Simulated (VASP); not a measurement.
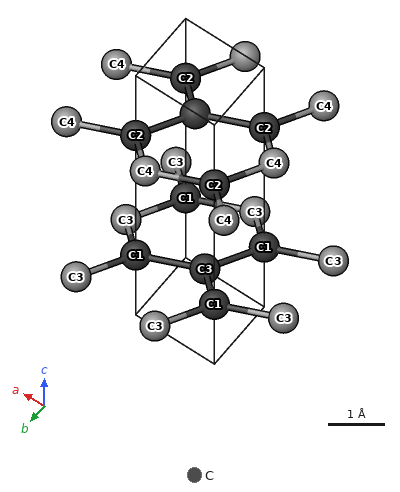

Figure 1. The input geometry (ball-and-stick view of the cell of the calculation, seen at an oblique angle; neighbours outside the cell are drawn fainter; atoms are numbered from 1 in the order of the input). An atom can appear more than once, as a periodic image. Near neighbours in the periodic cell (some may lie outside the picture): C has 3 C at 1.35 Å.

# Band-structure run, with input and output: C

C (P6₃/mmc, 4 atoms in the cell), computed with Kohn-Sham DFT of a periodic cell, PBE with D3(BJ), VASP PAW PBE potentials, recommended, no spin polarisation (VASP 6.6.1).

The structure derives from a Materials Project entry.

## OSZICAR
```
N       E                     dE             d eps       ncg     rms          rms(c)
DAV:   1    -0.595546892428E+01   -0.59555E+01   -0.45161E+03  2848   0.451E+02
DAV:   2    -0.351372953709E+02   -0.29182E+02   -0.27761E+02  3688   0.119E+02
DAV:   3    -0.356190188917E+02   -0.48172E+00   -0.48158E+00  2976   0.130E+01
DAV:   4    -0.356203798595E+02   -0.13610E-02   -0.13609E-02  3536   0.784E-01
DAV:   5    -0.356203885131E+02   -0.86536E-05   -0.86527E-05  2888   0.535E-02    0.985E+00
DAV:   6    -0.343014737255E+02    0.13189E+01   -0.70757E-01  3216   0.566E+00    0.563E+00
DAV:   7    -0.338056078961E+02    0.49587E+00   -0.94889E-01  3280   0.669E+00    0.975E-01
DAV:   8    -0.338079874980E+02   -0.23796E-02   -0.43539E-02  3032   0.122E+00    0.948E-02
DAV:   9    -0.338080140645E+02   -0.26566E-04   -0.18961E-04  3416   0.103E-01    0.464E-02
DAV:  10    -0.338080827754E+02   -0.68711E-04   -0.44347E-05  3112   0.480E-02    0.135E-02
DAV:  11    -0.338080900112E+02   -0.72358E-05   -0.37894E-06  3304   0.158E-02    0.326E-03
DAV:  12    -0.338080903538E+02   -0.34262E-06   -0.40928E-07  3128   0.472E-03    0.225E-03
DAV:  13    -0.338080901487E+02    0.20513E-06   -0.26306E-08  1712   0.117E-03    0.822E-04
DAV:  14    -0.338080899692E+02    0.17951E-06   -0.51431E-09  1520   0.524E-04    0.920E-05
DAV:  15    -0.338080899638E+02    0.53701E-08   -0.35138E-10  1416   0.139E-04
   1 F= -.34586164E+02 E0= -.34586129E+02  d E =-.685610E-04
       N       E                     dE             ncg
DAV:   1     0.213279560040E+04   -0.22472E+05     2936
DAV:   2    -0.229096046844E+03   -0.23619E+04     3608
DAV:   3    -0.272804815549E+03   -0.43709E+02     3008
DAV:   4    -0.272925591167E+03   -0.12078E+00     3528
DAV:   5    -0.272926609008E+03   -0.10178E-02     2936
DAV:   6    -0.272926623744E+03   -0.14736E-04     3440
DAV:   7    -0.272926623989E+03   -0.24487E-06     2440
DAV:   8    -0.272926623999E+03   -0.10112E-07     2616
       N       E                     dE             ncg
DAV:   1     0.901261523864E+04   -0.25219E+05     1944
DAV:   2     0.761368030117E+04   -0.13989E+04     2400
DAV:   3     0.759429114109E+04   -0.19389E+02     2064
DAV:   4     0.759423907574E+04   -0.52065E-01     2368
DAV:   5     0.759423873452E+04   -0.34123E-03     1976
DAV:   6     0.759423873088E+04   -0.36347E-05     2272
DAV:   7     0.759423873083E+04   -0.55559E-07     1632
```

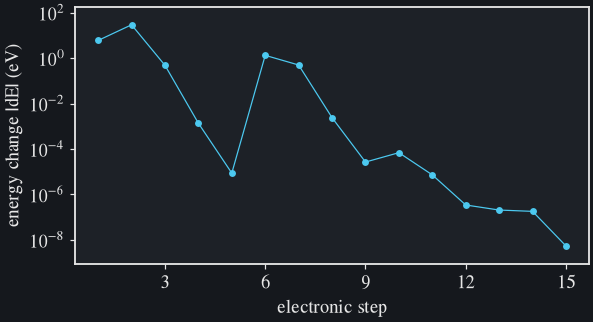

Figure 2. Convergence of the self-consistent field: energy change |dE| against the electronic step. It takes 15 electronic steps. The density is held fixed in the first few steps, and dE rises again when its update begins.

## Parts of OUTCAR
```
PREC = Accurate
   ENCUT = 200
   EDIFF = 1E-7
   ISMEAR = 0
   LREAL = False
   LASPH = True
   NELM = 100
   ISIF = 2
   GGA = PE
   IVDW = 12
 IVDW          = 12
 VDW_S6        =  1.00000000  s6, scaling of the dipole-dipole dispersion
 VDW_S8        =  0.78750002  s8, scaling of the dipole-quadrupole dispersion
 VDW_A1        =  0.42890000  a1, scaling of the critical radii
 VDW_A2        =  4.44070005  a2, offset of the critical radii
 VDW_RADIUS    = 50.20216178  two-body interaction cutoff (in Angstroms)
 VDW_CNRADIUS  = 21.16708996  CN, coordination number cutoff (in Angstroms)

 ion  position               nearest neighbor table
   1  0.000  0.000  0.250-   3 1.35   3 1.35   3 1.35
   2  0.000  0.000  0.750-   4 1.35   4 1.35   4 1.35
   3  0.333  0.667  0.250-   1 1.35   1 1.35   1 1.35
   4  0.667  0.333  0.750-   2 1.35   2 1.35   2 1.35

  LATTYP: Found a hexagonal cell.
 ALAT       =     2.3413766246
 C/A-ratio  =     2.0986990569

  Lattice vectors:

 A1 = (   2.3413766246,   0.0000000000,   0.0000000000)
 A2 = (  -1.1706883123,   2.0276916370,   0.0000000000)
 A3 = (   0.0000000000,   0.0000000000,   4.9138449140)

Analysis of symmetry for initial positions (statically):
=====================================================================
 Subroutine PRICEL returns:
 Original cell was already a primitive cell.

 Routine SETGRP: Setting up the symmetry group for a
 hexagonal supercell.

 Subroutine GETGRP returns: Found 24 space group operations
 (whereof 12 operations were pure point group operations)
 out of a pool of 24 trial point group operations.

The static configuration has the point symmetry D_3d.
 The point group associated with its full space group is D_6h.

Analysis of symmetry for dynamics (positions and initial velocities):
=====================================================================
 Subroutine PRICEL returns:
 Original cell was already a primitive cell.

 Routine SETGRP: Setting up the symmetry group for a
 hexagonal supercell.

 Subroutine GETGRP returns: Found 24 space group operations
 (whereof 12 operations were pure point group operations)
 out of a pool of 24 trial point group operations.

The dynamic configuration has the point symmetry D_3d.
 The point group associated with its full space group is D_6h.

 Subroutine INISYM returns: Found 24 space group operations
 (whereof 12 operations are pure point group operations),
 and found     1 'primitive' translations

----------------------------------------------------------------------------------------

                                     Primitive cell

  volume of cell :      23.3289

  direct lattice vectors                    reciprocal lattice vectors
     2.341376625  0.000000000  0.000000000     0.427099164  0.246585818  0.000000000
    -1.170688312  2.027691637  0.000000000     0.000000000  0.493171635  0.000000000
     0.000000000  0.000000000  4.913844914     0.000000000  0.000000000  0.203506626

  length of vectors
     2.341376625  2.341376625  4.913844914     0.493171635  0.493171635  0.203506626

  position of ions in fractional coordinates (direct lattice)
     0.000000000  0.000000000  0.250000000
     0.000000000  0.000000000  0.750000000
     0.333333330  0.666666670  0.250000000
     0.666666670  0.333333330  0.750000000

  ion indices of the primitive-cell ions
   primitive index   ion index
                 1           1
                 2           2
                 3           3
                 4           4

----------------------------------------------------------------------------------------

 KPOINTS: regular mesh

Automatic generation of k-mesh.
 Grid dimensions read from file:
 generate k-points for:   15   15    4

 Generating k-lattice:

  Cartesian coordinates                     Fractional coordinates (reciprocal lattice)
     0.028473278  0.016439055  0.000000000     0.066666667  0.000000000  0.000000000
     0.000000000  0.032878109  0.000000000     0.000000000  0.066666667  0.000000000
     0.000000000  0.000000000  0.050876657     0.000000000  0.000000000  0.250000000

  Length of vectors
     0.032878109  0.032878109  0.050876657

  Shift w.r.t. Gamma in fractional coordinates (k-lattice)
     0.000000000  0.000000000  0.000000000

 Subroutine IBZKPT returns following result:
 ===========================================

 Found     81 irreducible k-points:

 Following reciprocal coordinates:
            Coordinates               Weight
  0.000000  0.000000  0.000000      1.000000
  0.066667 -0.000000  0.000000      6.000000
  0.133333 -0.000000  0.000000      6.000000
  0.200000 -0.000000  0.000000      6.000000
  0.266667 -0.000000  0.000000      6.000000
  0.333333 -0.000000  0.000000      6.000000
  0.400000 -0.000000  0.000000      6.000000
  0.466667 -0.000000  0.000000      6.000000
  0.066667  0.066667  0.000000      6.000000
  0.133333  0.066667  0.000000     12.000000
  0.200000  0.066667  0.000000     12.000000
  0.266667  0.066667  0.000000     12.000000
  0.333333  0.066667  0.000000     12.000000
  0.400000  0.066667  0.000000     12.000000
  0.466667  0.066667  0.000000      6.000000
  0.133333  0.133333  0.000000      6.000000
  0.200000  0.133333  0.000000     12.000000
  0.266667  0.133333  0.000000     12.000000
  0.333333  0.133333  0.000000     12.000000
  0.400000  0.133333  0.000000     12.000000
  0.200000  0.200000  0.000000      6.000000
  0.266667  0.200000  0.000000     12.000000
  0.333333  0.200000  0.000000     12.000000
  0.400000  0.200000  0.000000      6.000000
 [... further k-points ...]
   k-points           NKPTS =     81   k-points in BZ     NKDIM =     81   number of bands    NBANDS=     16
   number of dos      NEDOS =    301   number of ions     NIONS =      4
   total plane-waves  NPLWV =   3456
   dimension x,y,z NGX =    12 NGY =   12 NGZ =   24
   dimension x,y,z NGXF=    24 NGYF=   24 NGZF=   48
   ions per type =               4
   NGX,Y,Z   is equivalent  to a cutoff of   8.52,  8.52,  8.12 a.u.
   NGXF,Y,Z  is equivalent  to a cutoff of  17.04, 17.04, 16.24 a.u.
 SYSTEM =  unknown system
   PREC   = accura    normal or accurate (medium, high low for compatibility)
   ISTART =      0    job   : 0-new  1-cont  2-samecut
   ICHARG =      2    charge: 1-file 2-atom 10-const
   ISPIN  =      1    spin polarized calculation?
   LNONCOLLINEAR =      F non collinear calculations
   LSORBIT =      F    spin-orbit coupling
   LASPH  =      T    aspherical Exc in radial PAW
   ENCUT  =  200.0 eV  14.70 Ry    3.83 a.u.   2.70  2.70  5.67*2*pi/ulx,y,z
   NELM   =    100;   NELMIN=  2; NELMDL= -5     # of ELM steps
   EDIFF  = 0.1E-06   stopping-criterion for ELM
   LREAL  =      F    real-space projection
   EDIFFG = 0.1E-05   stopping-criterion for IOM
   NSW    =      0    number of steps for IOM
   IBRION =     -1    ionic relax: 0-MD 1-quasi-New 2-CG
   NFREE  =      0    steps in history (QN), initial steepest desc. (CG)
   ISIF   =      2    stress and relaxation
   ISYM   =      2    0-nonsym 1-usesym 2-fastsym
   POTIM  = 0.5000    time-step for ionic-motion
   TEBEG  =    0.0;   TEEND  =   0.0 temperature during run
   PSTRESS=    0.0 pullay stress
   NELECT =      16.0000    total number of electrons
   NUPDOWN=      -1.0000    fix difference up-down
   EMIN   =  10.00;   EMAX   =-10.00  energy-range for DOS
   EFERMI =   0.00;   METHOD = LEGACY
   ISMEAR =     0;   SIGMA  =   0.02  broadening in eV -4-tet -1-fermi 0-gaus
   EFERMI_NEDOS =   21; number of points for ismear=-14 and -15
   IALGO  =     38    algorithm
   IMIX   =      4    mixing-type and parameters
     AMIX     =   0.40;   BMIX     =  1.00
     AMIX_MAG =   1.60;   BMIX_MAG =  1.00
  volume/ion in A,a.u.               =       5.83        39.36
  Fermi-wavevector in a.u.,A,eV,Ry     =   1.443721  2.728237 28.359037  2.084330
  Thomas-Fermi vector in A             =   2.562097
   LORBIT       =      0    0 simple, 1 ext, 2 COOP (PROOUT), +10 PAW based schemes
   GGA     = PE    functional components
   LHFCALC =     F    Hartree Fock is set to
   AEXX    =    0.0000 exact exchange contribution
   IVDW    =    12    specifies the selected vdW correction
   LEPSILON=     F    determine dielectric tensor
   LRPA    =     F    only Hartree local field effects (RPA)
 non-spin polarized calculation
 Gauss-broadening in eV      SIGMA  =   0.02
  energy-cutoff  :      200.00
  volume of cell :       23.33
 maximum number of plane-waves:       157
 NGX is ok and might be reduce to    12
   NGX =  5   NGY =  5   NGZ = 11

 number of electron      16.0000011 magnetization

 Free energy of the ion-electron system (eV)
  ---------------------------------------------------
  ext. energy  EPLUGINS =         0.00000000
  ---------------------------------------------------
  free energy    TOTEN  =       -33.80808996 eV

  energy without entropy =      -33.80802140  energy(sigma->0) =      -33.80805568

 E-fermi :   9.4653     XC(G=0): -12.8633     alpha+bet :-17.1844

 val. band max:        9.4591680229   @ k =   0.2667   0.2667   0.0000
 cond. band min:       9.6031790038   @ k =   0.3333   0.3333   0.5000
 fundamental gap:      0.1440109810
 Fermi energy:         9.4652594265

 k-point     1 :       0.0000    0.0000    0.0000
  band No.  band energies     occupation
      1     -13.0610      2.00000
      2     -10.9806      2.00000
      3      -2.5099      2.00000
      4       5.2628      2.00000
      5       6.5290      2.00000
      6       6.5290      2.00000
      7       6.9604      2.00000
      8       6.9604      2.00000
      9      17.9182      0.00000
     10      18.6493      0.00000
     11      18.6493      0.00000
     12      19.4989      0.00000
     13      19.4989      0.00000
     14      22.5952      0.00000
     15      23.9349      0.00000
     16      24.4761      0.00000

 k-point     2 :       0.0667   -0.0000    0.0000
  band No.  band energies     occupation
      1     -12.9421      2.00000
      2     -10.8709      2.00000
      3      -2.3663      2.00000
      4       5.3705      2.00000
      5       5.9085      2.00000
      6       6.1017      2.00000
      7       6.3428      2.00000
      8       6.6065      2.00000
      9      18.0061      0.00000
     10      18.6407      0.00000
     11      19.1766      0.00000
     12      19.5696      0.00000
     13      20.0072      0.00000
     14      21.6841      0.00000
     15      23.8778      0.00000
     16      24.1949      0.00000

 k-point     3 :       0.1333   -0.0000    0.0000
  band No.  band energies     occupation
      1     -12.5886      2.00000
      2     -10.5388      2.00000
      3      -1.9139      2.00000
      4       4.5244      2.00000
      5       5.1287      2.00000
      6       5.3723      2.00000
      7       5.5667      2.00000
      8       5.9769      2.00000
      9      18.2123      0.00000
     10      18.5609      0.00000
     11      19.6917      0.00000
     12      20.2655      0.00000
     13      20.6690      0.00000
     14      21.4043      0.00000
     15      22.7105      0.00000
     16      24.9512      0.00000

 k-point     4 :       0.2000   -0.0000    0.0000
  band No.  band energies     occupation
      1     -11.9906      2.00000
      2      -9.9861      2.00000
      3      -1.1586      2.00000
      4       2.7896      2.00000
      5       3.5050      2.00000
      6       4.5480      2.00000
      7       5.1944      2.00000
      8       6.2357      2.00000
      9      17.9941      0.00000
     10      18.3372      0.00000
     11      18.8915      0.00000
     12      19.8974      0.00000
     13      21.1007      0.00000
     14      22.8714      0.00000
     15      23.6769      0.00000
     16      26.0554      0.00000

 k-point     5 :       0.2667   -0.0000    0.0000
  band No.  band energies     occupation
      1     -11.1564      2.00000
      2      -9.2151      2.00000
      3      -0.1375      2.00000
      4       0.6552      2.00000
      5       1.6129      2.00000
      6       3.7311      2.00000
      7       4.4146      2.00000
      8       7.0021      2.00000
      9      15.8078      0.00000
     10      17.5463      0.00000
     11      19.2813      0.00000
     12      19.3282      0.00000
     13      20.2333      0.00000
     14      25.5182      0.00000
     15      26.2841      0.00000
     16      26.9510      0.00000

 [... the levels of 18 k-points are left out ...]

 k-point    24 :       0.4000    0.2000    0.0000
  band No.  band energies     occupation
      1      -6.0409      2.00000
      2      -5.5257      2.00000
      3      -4.2716      2.00000
      4      -4.0320      2.00000
      5      -0.7081      2.00000
      6       0.3221      2.00000
      7       5.5311      2.00000
      8       7.5503      2.00000
      9      11.4329      0.00000
     10      12.7905      0.00000
     11      20.8415      0.00000
     12      23.6338      0.00000
     13      23.6584      0.00000
     14      24.4006      0.00000
     15      24.4950      0.00000
     16      25.9771      0.00000

 [... further k-points ...]

------------------------ aborting loop because EDIFF is reached ----------------------------------------

 Edisp (eV)   -0.77807

 E8    (eV) :    -0.2249

  FORCE on cell =-STRESS in cart. coord.  units (eV):
  Direction    XX          YY          ZZ          XY          YZ          ZX
  --------------------------------------------------------------------------------------
  -------------------------------------------------------------------------------------
  Total      -1.09828    -1.09828    -5.85967    -0.00000     0.00000     0.00000
  in kB     -75.42711   -75.42711  -402.42884    -0.00000     0.00000     0.00000
  external pressure =     -184.43 kB  Pullay stress =        0.00 kB

 VOLUME and BASIS-vectors are now :
 -----------------------------------------------------------------------------
  energy-cutoff  :      200.00
  volume of cell :       23.33
      direct lattice vectors                 reciprocal lattice vectors
     2.341376625  0.000000000  0.000000000     0.427099164  0.246585818  0.000000000
    -1.170688312  2.027691637  0.000000000     0.000000000  0.493171635  0.000000000
     0.000000000  0.000000000  4.913844914     0.000000000  0.000000000  0.203506626

 POSITION                                       TOTAL-FORCE (eV/Angst)
 -----------------------------------------------------------------------------------
      0.00000      0.00000      1.22846        -0.000000     -0.000000      0.000000
      0.00000      0.00000      3.68538         0.000000      0.000000     -0.000000
     -0.00000      1.35179      1.22846         0.000000      0.000000      0.000000
      1.17069      0.67590      3.68538        -0.000000     -0.000000     -0.000000
 -----------------------------------------------------------------------------------
    total drift:                                0.000000     -0.000000      0.000000

  FREE ENERGIE OF THE ION-ELECTRON SYSTEM (eV)
  ---------------------------------------------------
  free  energy   TOTEN  =       -34.5861637683 eV

  energy  without entropy=      -34.5860952073  energy(sigma->0) =      -34.58612949
```

## CONTCAR
```
C
   1.00000000000000
     2.3413766246000001    0.0000000000000000    0.0000000000000000
    -1.1706883123000000    2.0276916370000002    0.0000000000000000
     0.0000000000000000    0.0000000000000000    4.9138449140000002
  C
     4
Direct
     0.0000000000000000    0.0000000000000000    0.2500000000000000
     0.0000000000000000    0.0000000000000000    0.7500000000000000
     0.3333333300000021    0.6666666699999979    0.2500000000000000
     0.6666666699999979    0.3333333300000021    0.7500000000000000

  0.00000000E+00  0.00000000E+00  0.00000000E+00
  0.00000000E+00  0.00000000E+00  0.00000000E+00
  0.00000000E+00  0.00000000E+00  0.00000000E+00
  0.00000000E+00  0.00000000E+00  0.00000000E+00
```

The run was set up as follows.

## INCAR
```
PREC     = Accurate       # precision mode
ENCUT    = 200            # plane-wave cutoff, eV
EDIFF    = 1E-7           # SCF threshold, eV
ISMEAR   = 0              # smearing method
SIGMA    = 0.02           # smearing width, eV
LREAL    = False          # projectors in reciprocal space
LASPH    = True           # aspherical terms in the spheres
NELM     = 100            # most SCF steps
ALGO     = Normal         # electronic algorithm
ISIF     = 2              # what is computed and relaxed
LWAVE    = False          # write WAVECAR
LCHARG   = False          # write CHGCAR
GGA      = PE             # functional
IVDW     = 12             # dispersion correction
NBANDS   = 16             # bands
```

## KPOINTS
```
regular mesh
0
Gamma
  15 15 4
```

## KPOINTS_OPT
```
path GMKGALHA,LM,KH
15
line-mode
reciprocal
 0.0000000000  0.0000000000  0.0000000000  G
 0.5000000000  0.0000000000  0.0000000000  M

 0.5000000000  0.0000000000  0.0000000000  M
 0.3333333333  0.3333333333  0.0000000000  K

 0.3333333333  0.3333333333  0.0000000000  K
 0.0000000000  0.0000000000  0.0000000000  G

 0.0000000000  0.0000000000  0.0000000000  G
 0.0000000000  0.0000000000  0.5000000000  A

 0.0000000000  0.0000000000  0.5000000000  A
 0.5000000000  0.0000000000  0.5000000000  L

 0.5000000000  0.0000000000  0.5000000000  L
 0.3333333333  0.3333333333  0.5000000000  H

 0.3333333333  0.3333333333  0.5000000000  H
 0.0000000000  0.0000000000  0.5000000000  A

 0.5000000000  0.0000000000  0.5000000000  L
 0.5000000000  0.0000000000  0.0000000000  M

 0.3333333333  0.3333333333  0.0000000000  K
 0.3333333333  0.3333333333  0.5000000000  H
```

## POSCAR
```
C                                       
1.0
    2.3413766246      0.0000000000      0.0000000000
   -1.1706883123      2.0276916370      0.0000000000
    0.0000000000     -0.0000000000      4.9138449140
  C             
     4
Direct
     0.0000000000000000    0.0000000000000000    0.2500000000000000
     0.0000000000000000    0.0000000000000000    0.7500000000000000
     0.3333333300000021    0.6666666699999979    0.2500000000000000
     0.6666666699999979    0.3333333300000021    0.7500000000000000
```

Launch command:
```bash
cat potpaw_PBE.64/C/POTCAR > POTCAR
mpirun -np 1 vasp_std > vasp.out
```

## Key numbers

| quantity | value |
| --- | --- |
| outcome | converged |
| space group (tolerance 0.01 Å) | P6₃/mmc (194) |
| electrons treated | 16 |
| free energy | −34.5862 eV |
| dispersion energy | −0.7781 eV |
| gap on the k-point mesh | none (metallic) |
| gap on the band path | 0.00 eV |
| pressure | −18.44 GPa |
| largest force (length of the vector) | under 0.001 eV/Å |
| hardware | 1 thread of Intel Xeon (Sapphire Rapids), 360 GiB of memory available, shared host |
| wall time | 9.2 s |
| peak memory | 0.12 GiB |
